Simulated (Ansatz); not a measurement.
TiAl$_{2}$: single-point calculation (part 1 of 2)

System: TiAl$_{2}$ (slab, 24 atoms in the cell).
Method: DFT LDA, scalar-relativistic, plane waves, PAW, no spin polarisation (Ansatz 0.2.0).

The structure derives from an entry of the Crystallography Open Database. It belongs to a series of runs on one base structure; here: functional: lda. Figures and captions count atoms from 1; the log counts them from 0 in places.

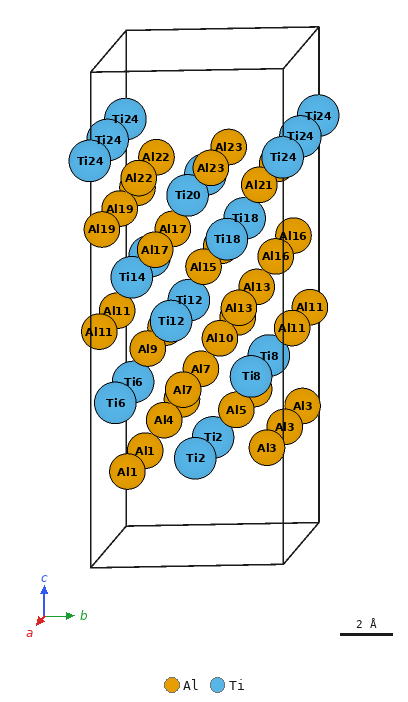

Figure 1. The input geometry (spheres-only view of the 2 × 1 repeat of the cell, with the vacuum cut short, seen slightly off an axis; atoms are numbered from 1 in the order of the input). An atom can appear more than once, as a periodic image.

## Input
```yaml
crystal:
  lattice:
    - [3.9332707229, 0.0, 0.0]
    - [-1.9666353615, 7.277668167, 0.0]
    - [0.0, 0.0, 27.7524253086]
  atoms:
    - { symbol: Al, position: [0.5758151707, 0.1516303415, 0.2702466511] }
    - { symbol: Ti, position: [0.7603352314, 0.5206704629, 0.2929036543] }
    - { symbol: Al, position: [0.955343355, 0.91068671, 0.3119316365] }
    - { symbol: Al, position: [0.1516303415, 0.303260683, 0.3305171137] }
    - { symbol: Al, position: [0.3479173279, 0.6958346559, 0.3491025909] }
    - { symbol: Ti, position: [0.5429254515, 0.085850903, 0.3681305732] }
    - { symbol: Al, position: [0.7274455122, 0.4548910244, 0.3907875764] }
    - { symbol: Ti, position: [0.9119655729, 0.8239311458, 0.4134445796] }
    - { symbol: Al, position: [0.1069736965, 0.213947393, 0.4324725618] }
    - { symbol: Al, position: [0.303260683, 0.6065213659, 0.451058039] }
    - { symbol: Al, position: [0.4995476694, 0.9990953388, 0.4696435162] }
    - { symbol: Ti, position: [0.694555793, 0.389111586, 0.4886714984] }
    - { symbol: Al, position: [0.8790758537, 0.7581517074, 0.5113285016] }
    - { symbol: Ti, position: [0.0635959144, 0.1271918288, 0.5339855048] }
    - { symbol: Al, position: [0.258604038, 0.5172080759, 0.553013487] }
    - { symbol: Al, position: [0.4548910244, 0.9097820489, 0.5715989642] }
    - { symbol: Al, position: [0.6511780109, 0.3023560218, 0.5901844414] }
    - { symbol: Ti, position: [0.8461861345, 0.6923722689, 0.6092124236] }
    - { symbol: Al, position: [0.0307061952, 0.0614123903, 0.6318694268] }
    - { symbol: Ti, position: [0.2152262559, 0.4304525117, 0.65452643] }
    - { symbol: Al, position: [0.4102343794, 0.8204687589, 0.6735544123] }
    - { symbol: Al, position: [0.6065213659, 0.2130427318, 0.6921398895] }
    - { symbol: Al, position: [0.8028083524, 0.6056167047, 0.7107253667] }
    - { symbol: Ti, position: [0.9978164759, 0.9956329519, 0.7297533489] }
basis:
  ecutwfc: 420
kpoints:
  mp_grid: { grid: [9, 5, 1] }
hamiltonian:
  xc: lda
scf:
  occupations: { method: gaussian, width: 0.1 }
output:
  forces: true
  stress: true
  eigenvalues: true
  write_density: true
  write_potential: true
  elf: true
  volumetric_format: npy
efield:
  axis: 3
  dipole_correction: true
  ramp_width: 0.04
```

Run on 2 threads of AMD EPYC (Zen 5), 32 GiB of memory available, shared host.

Run as:
```bash
ansatz run input.yaml --threads 2 --pin off --max-ram 5120MiB --backend cpu --events-out ev --progress --plain --runs-dir out
```

## Log
```
Warning: crystal.symmetry: narrowed to the stabiliser of the k-point mesh — unitary ops 2 → 1; excluded 1 operation that carries a point of the 9×5×1 mesh (shift [0, 0, 0]) off the mesh (the run samples exactly the mesh kpoints.mp_grid names, as under crystal.symmetry.detect: false, and its converged state has the mesh's symmetry, not the crystal's; ε∞, the Born charges and the force constants of a linear response (`dielectric:` by the response, `phonons.method: dfpt`) are averaged over those of the crystal's operations that the state keeps within a tolerance, where `mesh_tensors`, `unaveraged_element` or `gamma_mean_max_change_ev_ang2` stands beside them; a row that `dielectric.field_direction` solves alone is averaged likewise, with nothing beside; a Γ-centred mesh of equal divisions is mapped onto itself by every operation and keeps the whole group, as does a half-shifted one under kpoints.further_shifts: images)
Engine: ansatz 0.2.0, x86_64-unknown-linux-gnu
Pseudopotentials: kind: paw
Pseudopotential: Al, paw, valence charge 3, recommended cutoff 420 eV (normal), Al.paw.azcp
Pseudopotential: Ti, paw, valence charge 12, recommended cutoff 420 eV (normal), Ti.paw.azcp
Functional definition: SPW92
  exchange = slater_x
  correlation = pw_c
Crystal: 24 atoms, lattice volume = 794.414 Å³
Basis set: ecut = 420 eV, 15567 PW (Γ)
Bands: 96, of which v1, the nominal top of the filled ones, is band 72 counted from 1 (71 counted from 0)
Symmetry: 1 space group operations
k-points: 23 of 45 (time reversal used)
Non-local potential: Al, projectors of the file, l = 0: 2, l = 1: 2, l = 2: 1
Non-local potential: Ti, projectors of the file, l = 0: 3, l = 1: 2, l = 2: 3, l = 3: 1
PAW form: soft (Blöchl's): semilocal exchange-correlation on the pseudo side does not see the compensation charge
PAW frozen core: Al, regenerated for the run's functional, and the local potential with it (the file was generated under x = pbe(κ = 0.804, μ = 0.2195149727645171), c = pbe(β = 0.06672455060314922))
PAW frozen core: Ti, regenerated for the run's functional, and the local potential with it (the file was generated under x = pbe(κ = 0.804, μ = 0.2195149727645171), c = pbe(β = 0.06672455060314922))
PAW one-centre angular grid: Al, 110 points (default); XC on 64 Gauss nodes
PAW one-centre angular grid: Ti, 590 points (default); XC on 64 Gauss nodes
Initial density: superposition of atomic densities (neutral atoms: chi_scale 0, normalization atom), corrected by the library's trained network
Initial wavefunctions: pseudopotential atomic-orbital guess
Functional: x = slater, c = lda
SCF iter   1: F=—  HF=-27810.322348 eV  |F-HF|=—  |Δ(HF+E_count)|=         —  Δρ=4.72e-3  dr2=1.71e0  ethr=1.77e-3  p=0.074 e·Å  D=1.70e-2 V/Å  ΔV_dip=-0.47 eV  dr2_dipole=1.15e0  V_vac-E_F(+/−)=3.73/4.20 eV  ⟨swp⟩=9.0  Hψ=10978  notcnv=0
efield: sawtooth ramp at fractional position 0.9800 (placed from the atoms, in the widest stretch of the axis that holds none; the zero of the levels goes with the place), width 0.0400; the density the first Hamiltonian is built on has a dipole p = 0.074 e·Å; the dipole correction subtracts the counter field D = 1.70e-2 V/Å, which shifts the + side's vacuum level by -0.47 eV against the − side's; the planar-averaged density in the ramp window peaks in size at 6.2e-6 e/Å³
preconditioner: auto → LDOS  [metal: Δε(μ)=0.008 eV  Ē_g=4.217 eV  σ=0.100 eV  W_gap=0.04  n_scr=114 (ndim 8)  ℏωp=11.8 eV  f_vac=0.432  D(μ)=18.10/eV (n_scr^D=112)  β→1.0]
SCF iter   2: F=—  HF=-27810.279104 eV  |F-HF|=—  |Δ(HF+E_count)|=   4.32e-2  Δρ=1.82e-3  dr2=6.59e-2  ethr=1.19e-3  p=0.127 e·Å  D=2.89e-2 V/Å  ΔV_dip=-0.80 eV  dr2_dipole=2.55e-2  V_vac-E_F(+/−)=3.52/4.32 eV  ⟨swp⟩=1.9  Hψ=2661  notcnv=0  defer=87
SCF iter   3: F=—  HF=-27810.277676 eV  |F-HF|=—  |Δ(HF+E_count)|=   1.43e-3  Δρ=7.44e-4  dr2=4.26e-3  ethr=4.58e-5  p=0.130 e·Å  D=2.97e-2 V/Å  ΔV_dip=-0.82 eV  dr2_dipole=1.56e-5  V_vac-E_F(+/−)=3.52/4.34 eV  ⟨swp⟩=2.2  Hψ=3063  notcnv=0  defer=180
SCF iter   4: F=—  HF=-27810.276936 eV  |F-HF|=—  |Δ(HF+E_count)|=   7.40e-4  Δρ=2.43e-4  dr2=1.26e-3  ethr=2.96e-6  p=0.133 e·Å  D=3.02e-2 V/Å  ΔV_dip=-0.84 eV  dr2_dipole=1.87e-4  V_vac-E_F(+/−)=3.51/4.34 eV  ⟨swp⟩=2.6  Hψ=3552  notcnv=0  defer=180
SCF iter   5: F=—  HF=-27810.276918 eV  |F-HF|=—  |Δ(HF+E_count)|=   1.87e-5  Δρ=1.04e-4  dr2=2.54e-4  ethr=8.75e-7  p=0.135 e·Å  D=3.06e-2 V/Å  ΔV_dip=-0.85 eV  dr2_dipole=3.53e-5  V_vac-E_F(+/−)=3.50/4.35 eV  ⟨swp⟩=2.0  Hψ=2561  notcnv=0  defer=180
SCF iter   6: F=—  HF=-27810.276917 eV  |F-HF|=—  |Δ(HF+E_count)|=   9.57e-7  Δρ=2.47e-5  dr2=1.50e-5  ethr=1.76e-7  p=0.136 e·Å  D=3.09e-2 V/Å  ΔV_dip=-0.86 eV  dr2_dipole=1.94e-7  V_vac-E_F(+/−)=3.50/4.36 eV  ⟨swp⟩=2.0  Hψ=2618  notcnv=0  defer=180
SCF iter   7: F=—  HF=-27810.276989 eV  |F-HF|=—  |Δ(HF+E_count)|=   7.25e-5  Δρ=8.44e-6  dr2=1.57e-6  ethr=1.04e-8  p=0.136 e·Å  D=3.10e-2 V/Å  ΔV_dip=-0.86 eV  dr2_dipole=1.27e-7  V_vac-E_F(+/−)=3.50/4.36 eV  ⟨swp⟩=2.1  Hψ=3009  notcnv=0  defer=32
SCF iter   8: F=—  HF=-27810.276989 eV  |F-HF|=—  |Δ(HF+E_count)|=   1.14e-7  Δρ=1.95e-6  dr2=1.14e-7  ethr=1.09e-9  p=0.136 e·Å  D=3.10e-2 V/Å  ΔV_dip=-0.86 eV  dr2_dipole=1.48e-8  V_vac-E_F(+/−)=3.50/4.36 eV  ⟨swp⟩=2.4  Hψ=2599  notcnv=0  defer=32
SCF iter   9: F=-27810.276989 eV  HF=-27810.276989 eV  |F-HF|=7.84e-9  |Δ(HF+E_count)|=   2.17e-8  Δρ=8.36e-7  dr2=1.30e-8  ethr=6.94e-11  p=0.136 e·Å  D=3.10e-2 V/Å  ΔV_dip=-0.86 eV  dr2_dipole=7.64e-10  V_vac-E_F(+/−)=3.50/4.36 eV  ⟨swp⟩=23.8  Hψ=18971  notcnv=0
SCF 1 converged in 9 iterations: F = -27810.276989 eV  dr2 = 1.30e-8
  greatest PAW one-centre occupation: 0.999 electrons in one spin orbital (limit 2), on the Ti atom at site 5 (counted from 0), in its partial waves of l = 0
```

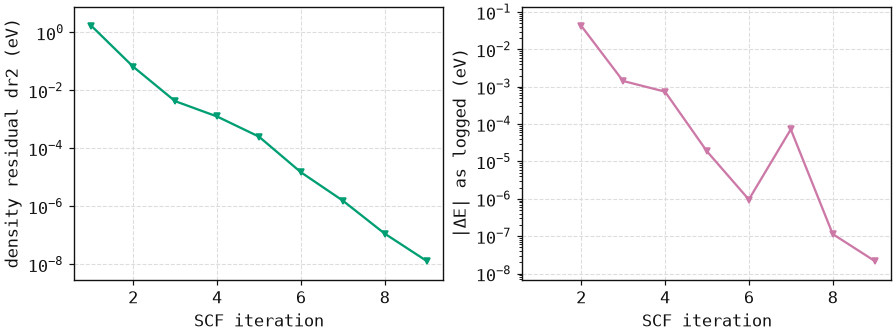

Figure 2. Convergence of the self-consistent field: density residual dr2 and size of the energy change against the SCF iteration. The residual falls at every step.

```
WARN: The output density's exchange-correlation potential varies sharply where the density is thin. Do not read a vacuum level from v_tot or v_xc, or from such a field of the output density. On a cell that repeats whose density bears no net charge and no dipole along the vacuum's axis use v_es (v_loc + v_h of the components); under efield.dipole_correction with no amplitude use v_es + v_field, which holds any external_charges[].barrier, or the levels of the report's work_function block, which leave it out; under a non-zero efield.amplitude the vacuum is tilted and has no level; on a cell that repeats and bears such a dipole with no correction it is tilted too, and efield.dipole_correction with no amplitude gives each side of its ramp a level where efield: is served; in a cell that repeats whose density bears a net charge (total_charge, or a fill off its count) it is curved and has none; of a slab under crystal.periodic whose density bears no net charge use v_es, which has a level on each side, short of where the two are joined; of another it falls or rises all the way out and has none; of a slab beside external_charges read slab_vacuum_level instead, which it has where they leave it neutral. The grid or the basis barely resolves most such structure, and the values can differ between equally converged runs; as a rule a tighter scf.convergence.dr2_threshold does not remove it. Where the density itself ripples (under the LDA too) a higher basis.ecutwfc lessens it. The files hold the spikes' plane waves up to the density's cutoff. Files: v_tot_of_output_density and the like, and their columns of v_z.tsv (output.write_potential); v_xc_of_output_density and the like, and their columns of v_comp_z.tsv (output.write_potential_components). Measured: with its Gaussian average of σ = 0.25 Å subtracted twice, the exchange-correlation potential is over 0.1 eV at 204 of the grid points where the equally averaged density (valence and model cores) is under 1e-3 e/Å³, and 0.211 eV at the most among them, at an averaged density of 9.9e-6 e/Å³. The input density's (outcome.potential() and, of a run that writes arrays, v_tot and v_xc) is over 0.1 eV, so measured, at 212 points of its own thin density, 0.211 eV at the most. See output.write_potential in the manual, Limitations
SCF converged after 9 iterations
Free energy (F): -27810.276989 eV
Harris-Foulkes:  -27810.276989 eV  (|F-HF|=7.84e-9)
Internal energy: -27810.185020 eV  (E = F + TS)
E sigma→0 (E₀):  -27810.231005 eV
Entropy (-TS):   -0.091969 eV (-3.832 meV/atom)
Fermi energy:    2.837385 eV
Dipole field:    D = 0.031057 V/Å  (p = 0.136348 e·Å, saw-weighted, corrected)
Work function:   Φ+ = 3.4973 eV   Φ− = 4.3592 eV
Levels:          The Fermi level and band energies are counted from a zero that moves with the ramp; work functions are not
--- Per-component energies (eV) ---
  E_band       = -2322.852225
  E_kinetic    = 2539.849408
  E_local      = -89785.772871  (includes V_loc(G=0)·N_el)
  E_nonlocal   = 283.494364
  E_hartree    = 43758.801002
  E_xc         = -1395.745054
  E_vxc        = -1432.678409  (∫ρ·V_xc dr)
  E_paw        = -15090.372560  (= ΣΔE_a)
  E_vpaw       = -1444.554504  (= ΣTr[D̂ρ^β])
  E_aug_tail   = 0.000759  (compensation charges beyond the density's cutoff)
  E_efield     = 0.002117  (sawtooth field / dipole correction)
  E_vefield    = -0.778433  (∫n·V_field dr)
  E_ewald      = 31876.058748
  E_core_change = 3.499067  (= ΣΔE_core)
  E_smearing   = -0.091969  (= −TS)
  E_closure    = 0.000000  (closes the sum)
  Σ components = -27810.276989   (vs F -27810.276989, Δ=0.00e0)
--- Forces (eV/Å), atoms counted from 1 ---
  atom   1  Al     0.00068604     0.15705460     0.36055891
  atom   2  Ti     0.00114103    -0.25147565     1.11444746
  atom   3  Al     0.00489661     0.04272004    -0.14570250
  atom   4  Al     0.00097953     0.08762147    -0.51201788
  atom   5  Al    -0.00509819     0.01564961    -0.25538183
  atom   6  Ti    -0.00656794     0.01358510     0.71577918
  atom   7  Al     0.00033776    -0.01084338    -0.04325926
  atom   8  Ti     0.00355714     0.02104826    -0.19802376
  atom   9  Al     0.00030122    -0.03572367    -0.00998162
  atom  10  Al    -0.00009877    -0.02332845    -0.01896342
  atom  11  Al    -0.00091962     0.10261000    -0.00190993
  atom  12  Ti    -0.00278100    -0.06078403    -0.02312795
  atom  13  Al    -0.00035786     0.00852384     0.00600523
  atom  14  Ti     0.00323089     0.05698250     0.04387180
  atom  15  Al     0.00145926    -0.10854880    -0.00430057
  atom  16  Al    -0.00002172     0.04551055    -0.00347933
  atom  17  Al    -0.00089353     0.07503792    -0.00801921
  atom  18  Ti    -0.00291156    -0.14499385     0.06913028
  atom  19  Al     0.00147865     0.08586852     0.20144910
  atom  20  Ti     0.00468813     0.07740633    -0.43007871
  atom  21  Al    -0.00141228    -0.06611967     0.30293871
  atom  22  Al    -0.00055877    -0.03640018     0.57003611
  atom  23  Al    -0.00178563     0.28636827    -0.22691107
  atom  24  Ti     0.00065405    -0.33777988    -1.50299925
  max |Σ_I F_I| component: 6.05e-5 eV/Å
```
